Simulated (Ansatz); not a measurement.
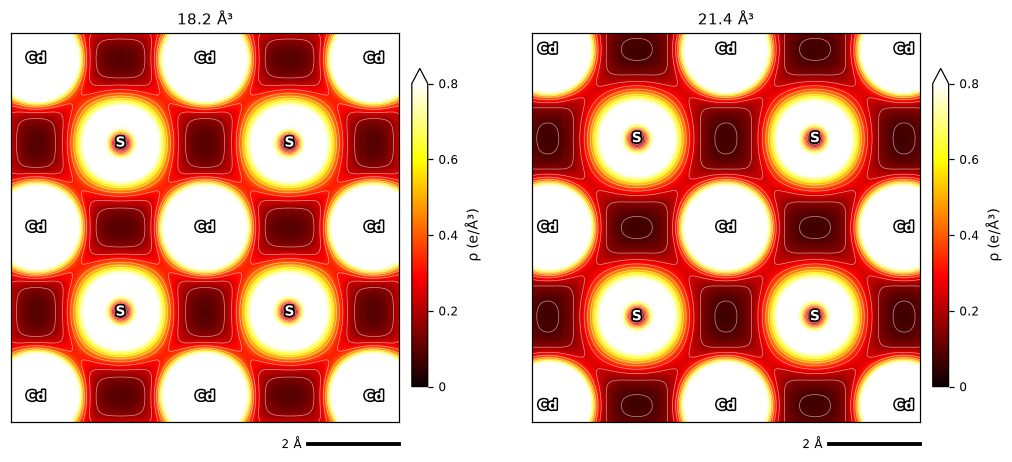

CdS. The valence pseudo-density of cells scaled evenly to different volumes (given per atom above each panel), on the (101) plane of each (indices in the axes of the cell below), at one length scale and on one colour scale.

A structure from a database of computed crystals, not necessarily the ambient phase.

These are results of DFT PBE, scalar-relativistic, plane waves, PAW (Ansatz), not measurements.

The density is the valence pseudo-density of a PAW calculation; it isn't the true density close to the nuclei.

The largest cell:

```
Cd S
1.0
     0.00000    2.77470    2.77470
     2.77470    0.00000    2.77470
     2.77470    2.77470    0.00000
Cd S
1 1
Direct
  0.00000 0.00000 0.00000
  0.50000 0.50000 0.50000
```

| volume (Å³/atom) | Cd–S contact in the plane (Å) | ρ at its midpoint (e/Å³) | pressure (GPa) | 
| --- | --- | --- | --- |
| 18.25 | 2.633 | 0.334 | 12.4 | 
| 18.87 | 2.662 | ? | ? | 
| 21.36 | 2.775 | 0.259 | −2.0 | 

Estimate the missing row, and compare with the calculation.

Over the known rows ln ρ falls by 1.79 per Å of Cd–S distance (the line through the two), which gives 0.317 e/Å³ at 2.662 Å; the calculation gives 0.316 e/Å³. For the pressure, a straight line in volume between the neighbouring rows gives 9.5 GPa; the calculation gives 8.5, lower because pressure rises ever faster on compression.
